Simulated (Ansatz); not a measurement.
**Geometry relaxation of SnO2 (part 2 of 2)**

Continued. System: SnO2 (P6₃/mmc, 6 atoms in the cell). Method: DFT r2SCAN, scalar-relativistic, plane waves, PAW, no spin polarisation (Ansatz 0.2.0); cutoff 500 eV, 12×12×2 k-mesh, Gaussian smearing of 0.02 eV. The structure derives from a Materials Project entry.

Geometry of the input (Å; fractional positions):
```
3.1839  0.0000  0.0000
-1.5919  2.7573  0.0000
0.0000  0.0000  10.8773
Sn 0.0000  0.0000  0.5000
Sn 0.0000  0.0000  0.0000
O  0.6667  0.3333  0.4085
O  0.6667  0.3333  0.0915
O  0.3333  0.6667  0.5915
O  0.3333  0.6667  0.9085
```

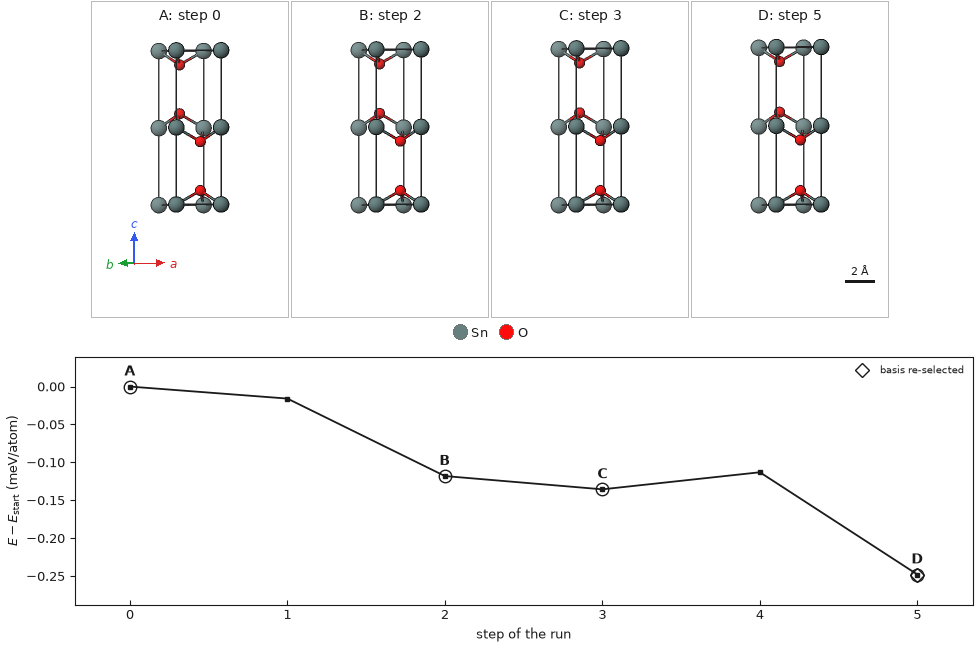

*Frames of the relaxation (ball-and-stick view of the cell of the calculation, seen at an oblique angle) above the curves, on which the letters mark them (the first geometry is step 0 here and step 1 in the log).*

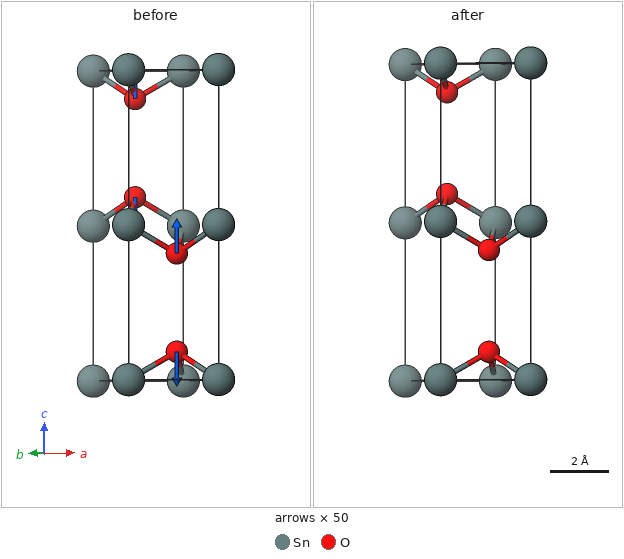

*Before (left) and after (right) the relaxation, at one scale (ball-and-stick view of the cell of the calculation, seen at an oblique angle). The blue arrows give the displacements (without the part carried along by the change of the cell), magnified 50 times.*

The energy falls by 0.1 meV per atom in 4 geometry steps. The largest force component goes from 0.027 to 0.00092 eV/Å. Pressure: 0.26 GPa at the start and 0.01 GPa at the end. The largest moves relative to the cell, 0.025 Å, are those of O3, O4, O5 and O6. Sn stays in place. The volume changes by +2.4 %, with a = b 3.184 → 3.189 Å (+0.1 %), c 10.877 → 11.109 Å (+2.1 %). The space group stays P6_3/mmc (No. 194). A last SCF at the same geometry on a re-selected plane-wave basis shifts the energy by −0.1 meV per atom. (Atoms are counted from 1 in the order of the input.)

```
basis re-selected at this cell: Δ(F+E_penalty+E_count) = -8.098e-4 eV, ΔP = -0.001 GPa vs the last step (what re-selecting the basis moved, of the pressure what is left beyond the Pulay correction that the steps carried, after the strain that the cell walked since its last selection, with what the two solves' SCF thresholds leave and, on support functions, any second-order correction that the steps lacked; it is no measure of the basis error at this ecutwfc). The dense FFT grid was sized anew with the basis: this SCF ran on 24×24×90 points, the steps before it on 24×24×80, so part of this shift can come from that change (see relax.cell in the input reference). This SCF's stress stands 1.29e-2 GPa from its target on what of the cell is left free (relax.cell.stress_tol is 5.00e-2 GPa) and its largest allowed force component is 9.15e-4 eV/Å (relax.f_tol is 5.00e-3 eV/Å): within both
SCF converged after 7 iterations
Free energy (F): -14351.009915 eV
Harris-Foulkes:  -14351.009915 eV  (|F-HF|=1.46e-11)
Internal energy: -14351.009915 eV  (E = F + TS)
E sigma→0 (E₀):  -14351.009915 eV
Fermi energy:    5.508420 eV
--- Per-component energies (eV) ---
  E_band       = -392.460280
  E_kinetic    = 1083.026060
  E_local      = -5313.758621  (includes V_loc(G=0)·N_el)
  E_nonlocal   = 130.334002
  E_hartree    = 2601.969748
  E_xc         = -1036.197282
  E_vxc        = -624.192156  (∫ρ·V_xc dr)
  E_paw        = -8982.516668  (= ΣΔE_a)
  E_vpaw       = -912.116136  (= ΣTr[D̂ρ^β])
  E_aug_tail   = 0.004057  (compensation charges beyond the density's cutoff)
  E_vtau       = 40.302751  (kinetic-family band-sum trace: ∫τ·v_τ [+ j·A + Jᵃ·Aᵃ] dr)
  E_ewald      = -2835.214088
  E_core_change = 1.342876  (= ΣΔE_core)
  E_smearing   = -0.000000  (= −TS)
  E_closure    = -0.000000  (closes the sum)
  Σ components = -14351.009915   (vs F -14351.009915, Δ=0.00e0)
--- Forces (eV/Å), atoms counted from 1 ---
  atom   1  Sn     0.00000000     0.00000000     0.00000000
  atom   2  Sn     0.00000000    -0.00000000     0.00000000
  atom   3  O     -0.00000000     0.00000000    -0.00091513
  atom   4  O      0.00000000     0.00000000     0.00091513
  atom   5  O      0.00000000    -0.00000000     0.00091513
  atom   6  O      0.00000000    -0.00000000    -0.00091513
  max |Σ_I F_I| component: 3.70e-17 eV/Å
--- Stress (GPa, compression-positive) ---
        0.011543      -0.000000      -0.000000
        0.000000       0.011543       0.000000
       -0.000000       0.000000       0.012882
  P = ⅓ Tr σ = 0.0120 GPa (0.120 kbar)
--- Band table (eV; the first three rows and the last of 38) ---
  k-point 0: bands = ["-16.6369", "-16.6356", "-16.2749", "-16.2749", "-16.2748", "-16.2748", "-16.0400", "-16.0400", "-16.0400", "-16.0400", "-14.8720", "-14.8573", "-13.2724", "-13.2475", "0.3469", "0.5481", "2.6759", "2.6759", "2.6886", "2.6886", "3.0274", "3.1678", "3.1678", "3.1808", "3.1808", "3.4823", "7.0202", "7.6427", "10.4051", "10.7807", "14.4868", "14.5003"]
  k-point 1: bands = ["-16.6363", "-16.6363", "-16.2748", "-16.2748", "-16.2748", "-16.2748", "-16.0400", "-16.0400", "-16.0400", "-16.0400", "-14.8647", "-14.8647", "-13.2599", "-13.2599", "0.4421", "0.4421", "2.6822", "2.6822", "2.6822", "2.6822", "3.1744", "3.1744", "3.1744", "3.1744", "3.2513", "3.2513", "7.3273", "7.3273", "10.6036", "10.6036", "14.5002", "14.5002"]
  k-point 2: bands = ["-16.5968", "-16.5956", "-16.3571", "-16.3567", "-16.2579", "-16.2579", "-16.0607", "-16.0606", "-16.0410", "-16.0410", "-14.8361", "-14.8214", "-13.1286", "-13.1043", "0.2266", "0.3860", "2.2562", "2.3449", "2.4758", "2.4884", "2.8185", "2.9869", "3.2636", "3.2776", "3.3666", "3.6568", "7.4191", "7.9774", "10.6414", "11.0598", "14.3363", "14.6332"]
  k-point 37: bands = ["-16.8942", "-16.8942", "-16.8925", "-16.8925", "-16.0717", "-16.0717", "-16.0717", "-16.0717", "-16.0365", "-16.0365", "-12.4904", "-12.4904", "-12.4770", "-12.4770", "-2.4912", "-2.4912", "0.2471", "0.2471", "0.2667", "0.2667", "1.2813", "1.2813", "3.6777", "3.6777", "3.8253", "3.8253", "11.3444", "11.3444", "14.6813", "14.6813", "15.4554", "15.4554"]
--- Relaxed structure (5 steps of the walk, 5 accepted, 1 SCFs on fresh bases) ---
  F+E_penalty+E_count = -14351.00991545 eV   max|allowed force component| = 9.151e-4 eV/Å   (the final SCF, on the basis selected at the relaxed cell)
  cell:  # Å, volume = 97.8199 Å³
    - [3.1886189771619398, 0.0, 0.0]
    - [-1.5943094885809699, 2.7614250372113927, 0.0]
    - [0.0, 0.0, 11.109415792166967]
  atoms:
    - { symbol: Sn, position: [1.9009332079400752e-34, -9.701053454019397e-35, 0.5] }
    - { symbol: Sn, position: [1.9009332079400752e-34, -9.701053454019397e-35, 1.0328505022848472e-35] }
    - { symbol: O, position: [0.6666666666666666, 0.33333333333333337, 0.4107672638381593] }
    - { symbol: O, position: [0.6666666666666666, 0.33333333333333337, 0.08923273616184078] }
    - { symbol: O, position: [0.33333333333333337, 0.6666666666666667, 0.5892327361618408] }
    - { symbol: O, position: [0.33333333333333337, 0.6666666666666667, 0.9107672638381594] }
```

Trajectory as extended XYZ (Å, eV, eV/Å), 6 frames, from step=1 to step=6:
```
6
Lattice="3.1839 0.0000 0.0000 -1.5919 2.7573 0.0000 0.0000 0.0000 10.8773" Properties=species:S:1:pos:R:3:forces:R:3 step=1 energy=-14351.00843 pressure_GPa=0.26
Sn    0.0000    0.0000    5.4386    0.0000   0.0000   0.0000
Sn    0.0000    0.0000    0.0000    0.0000   0.0000   0.0000
O     1.5919    0.9191    4.4436    0.0000   0.0000   0.0270
O     1.5919    0.9191    0.9950    0.0000   0.0000  -0.0270
O     0.0000    1.8382    6.4336    0.0000   0.0000  -0.0270
O     0.0000    1.8382    9.8823    0.0000   0.0000   0.0270
6
Lattice="3.1928 0.0000 0.0000 -1.5964 2.7651 0.0000 0.0000 0.0000 10.9234" Properties=species:S:1:pos:R:3:forces:R:3 step=2 energy=-14351.00852 pressure_GPa=-0.07
Sn    0.0000    0.0000    5.4617    0.0000   0.0000   0.0000
Sn    0.0000    0.0000    0.0000    0.0000   0.0000   0.0000
O     1.5964    0.9217    4.4747    0.0000   0.0000  -0.0337
O     1.5964    0.9217    0.9870    0.0000   0.0000   0.0337
O     0.0000    1.8434    6.4487    0.0000   0.0000   0.0337
O     0.0000    1.8434    9.9363    0.0000   0.0000  -0.0337
6
Lattice="3.1892 0.0000 0.0000 -1.5946 2.7619 0.0000 0.0000 0.0000 10.9434" Properties=species:S:1:pos:R:3:forces:R:3 step=3 energy=-14351.00914 pressure_GPa=0.03
Sn    0.0000    0.0000    5.4717    0.0000   0.0000   0.0000
Sn    0.0000    0.0000    0.0000    0.0000   0.0000   0.0000
O     1.5946    0.9206    4.4812    0.0000   0.0000  -0.0059
O     1.5946    0.9206    0.9905    0.0000   0.0000   0.0059
O     0.0000    1.8413    6.4623    0.0000   0.0000   0.0059
O     0.0000    1.8413    9.9529    0.0000   0.0000  -0.0059
6
Lattice="3.1887 0.0000 0.0000 -1.5943 2.7615 0.0000 0.0000 0.0000 11.0145" Properties=species:S:1:pos:R:3:forces:R:3 step=4 energy=-14351.00924 pressure_GPa=0.03
Sn    0.0000    0.0000    5.5072    0.0000   0.0000   0.0000
Sn    0.0000    0.0000    0.0000    0.0000   0.0000   0.0000
O     1.5943    0.9205    4.5161    0.0000   0.0000  -0.0011
O     1.5943    0.9205    0.9912    0.0000   0.0000   0.0011
O     0.0000    1.8410    6.4984    0.0000   0.0000   0.0011
O     0.0000    1.8410   10.0233    0.0000   0.0000  -0.0011
6
Lattice="3.1886 0.0000 0.0000 -1.5943 2.7614 0.0000 0.0000 0.0000 11.1094" Properties=species:S:1:pos:R:3:forces:R:3 step=5 energy=-14351.00911 pressure_GPa=0.01
Sn    0.0000    0.0000    5.5547    0.0000   0.0000   0.0000
Sn    0.0000    0.0000    0.0000    0.0000   0.0000   0.0000
O     1.5943    0.9205    4.5634    0.0000   0.0000  -0.0011
O     1.5943    0.9205    0.9913    0.0000   0.0000   0.0011
O     0.0000    1.8410    6.5460    0.0000   0.0000   0.0011
O     0.0000    1.8410   10.1181    0.0000   0.0000  -0.0011
6
Lattice="3.1886 0.0000 0.0000 -1.5943 2.7614 0.0000 0.0000 0.0000 11.1094" Properties=species:S:1:pos:R:3:forces:R:3 step=6 energy=-14351.00992 pressure_GPa=0.01
Sn    0.0000    0.0000    5.5547    0.0000   0.0000   0.0000
Sn    0.0000    0.0000    0.0000    0.0000   0.0000   0.0000
O     1.5943    0.9205    4.5634    0.0000   0.0000  -0.0009
O     1.5943    0.9205    0.9913    0.0000   0.0000   0.0009
O     0.0000    1.8410    6.5460    0.0000   0.0000   0.0009
O     0.0000    1.8410   10.1181    0.0000   0.0000  -0.0009
```

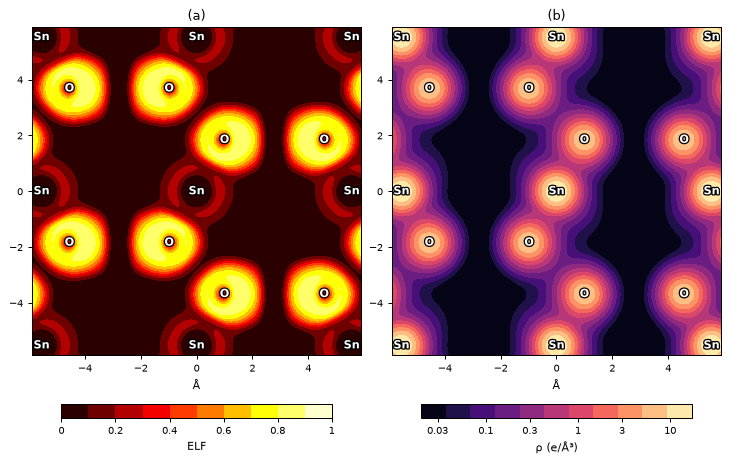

*(a) ELF; (b) valence pseudo-density on the (110) plane of the conventional cell.*

The section cuts through Sn and O sites. Sn–O (2.09 Å): ρ at the midpoint is about 0.63 e/Å³; the ELF is about 0.25 at the midpoint. The density dies away to nearly zero in the voids. Core electrons are frozen (PAW), so the fields are smoothed inside the atomic spheres.

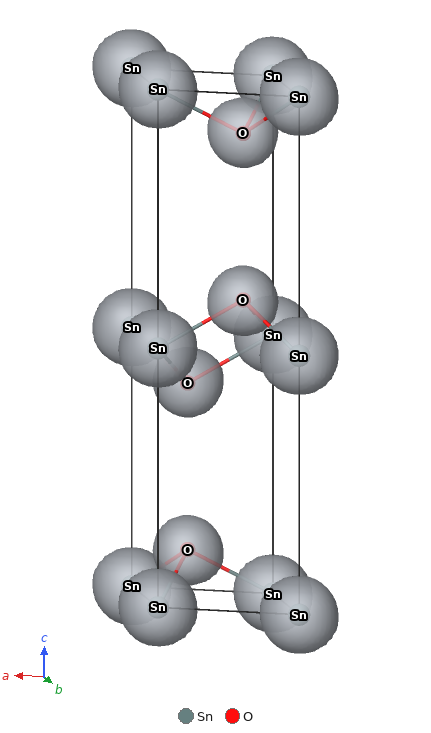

*Isosurface of the valence pseudo-density at 1 e/Å³ (grey), seen at an oblique angle. Sticks mark near contacts. The outline is the cell set on symmetry axes.*

At this value the density breaks into separate islands; it holds about 70 % of the electrons treated as valence (semicore included). It is pinched off along the Sn–O (2.09 Å) contacts. On the grid the lowest density along these lines, outside the cores, is 0.63 e/Å³ (Sn–O, 2.09 Å).

Results in brief:

- outcome: converged
- space group (tolerance 0.01 Å): P6₃/mmc (194)
- electrons treated: 52
- free energy: −14351.0099 eV
- Fermi energy: 5.508 eV
- gap on the k-point mesh: 3.02 eV
- pressure: 0.01 GPa
- final volume: 97.82 Å³
- largest force (length of the vector) at the end: 0.001 eV/Å
- final cell: a = 3.189 Å, b = 3.189 Å, c = 11.109 Å, α = 90.00°, β = 90.00°, γ = 120.00°
- hardware: 1 thread of Arm Neoverse V1, 24 GiB of memory available, shared host
- wall time: 2 min
- peak memory: 0.64 GiB
